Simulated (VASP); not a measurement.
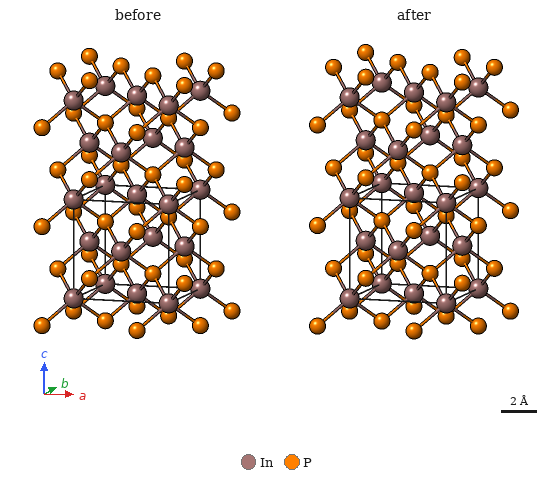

The structure of solid InP (set up in F-43m) before (left) and after (right) a relaxation, at one scale.

The picture is a ball-and-stick view of the conventional cell (4 times the calculation's cell), repeated 1 × 1 × 2 with one cell outlined, seen slightly off an axis. Lengths and directions refer to the drawn axes.

The run lets cell and atoms move.

Theory: Kohn-Sham DFT of a periodic cell, PBE, VASP PAW PBE potentials, recommended (VASP).

Input file:
```
PREC = Accurate
ENCUT = 520
EDIFF = 0.05
ISMEAR = 0
SIGMA = 0.02
LREAL = F
LASPH = T
NELM = 60
ALGO = Normal
ISIF = 3
LWAVE = F
LCHARG = F
GGA = PE
IBRION = 2
NSW = 80
EDIFFG = -0.002
```

Run as
```bash
cat potpaw_PBE.64/In_d/POTCAR potpaw_PBE.64/P/POTCAR > POTCAR
mpirun -np 1 vasp_std > vasp.out
```

### Describe what moved and what it gained.

The relaxation stopped without meeting its thresholds, so the last structure isn't shown to be converged. No atom moves by more than 0.005 Å relative to the cell. The volume changes by +4.8 %, with a = b = c 5.861 → 5.954 Å (+1.6 %). Among the contacts that change: In–P 2.538 → 2.578 Å. The space group stays F-43m (No. 216). The energy falls by 12.8 meV per atom in 79 geometry steps. All forces vanish by symmetry, so only the cell relaxes. Pressure: 10.94 GPa at the start and 0.20 GPa at the end. At step 1 the optimiser overshot: the energy rose above the start, and later steps came back. It ran on 1 thread of Intel(R) Xeon(R) Platinum 8488C (Sapphire Rapids), with other jobs on the host.
